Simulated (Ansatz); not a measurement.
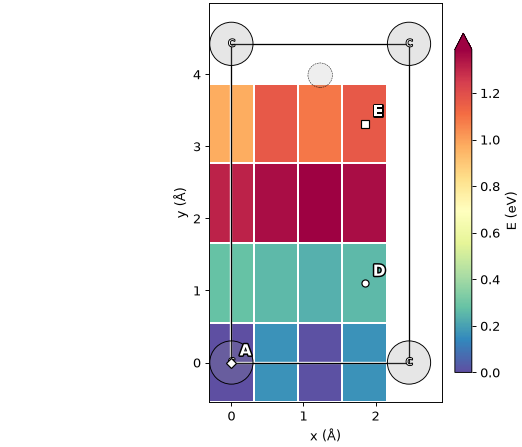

Si on a C(10−1) slab cut from the C2/m phase, its upper half relaxed before the scan (16 atoms of substrate and one adsorbate in a 2 × 1 cell). Si is moved over the surface cell at a fixed height above a rigid substrate; the origin of the map has the adsorbate above C15; the height is held at 2.50 Å. Places are given modulo a cell vector. The map is drawn in real space over the plane of the surface. Grid: 4 × 4 points; 12 points were computed and 4 follow by symmetry. Places are given in fractions of the 1 × 1 surface cell. Energies are in eV, from the lowest grid point. Energies and slopes of some neighbouring points disagree (a jump in structure or state, or too coarse a mesh). The magnetic moment jumps between some neighbouring points. At a fixed height the lowest place need not be the adsorption site. Method: Ansatz, DFT PBE+D3(BJ), scalar-relativistic, plane waves, PAW. Settings: cutoff 420 eV, k-mesh 6×6×1, gaussian smearing 0.05 eV, spin-polarised.

In the figure: one coloured cell a grid point, labelled circles for the atoms of the top layer and small ones for the second layer, the outline of one cell of the plane, one colour for all values above the top of the scale, lettered points.

**Is E the lowest point of the computed grid?**

No. E lies 1.17 eV above the lowest grid point, which is at the top site over a surface C atom, (0/4, 0/4) of the cell vectors.

**Rank the lettered points by energy, lowest first.**

A (0.00 eV), D (0.26 eV), E (1.17 eV).

PAW datasets: the set soft_1.
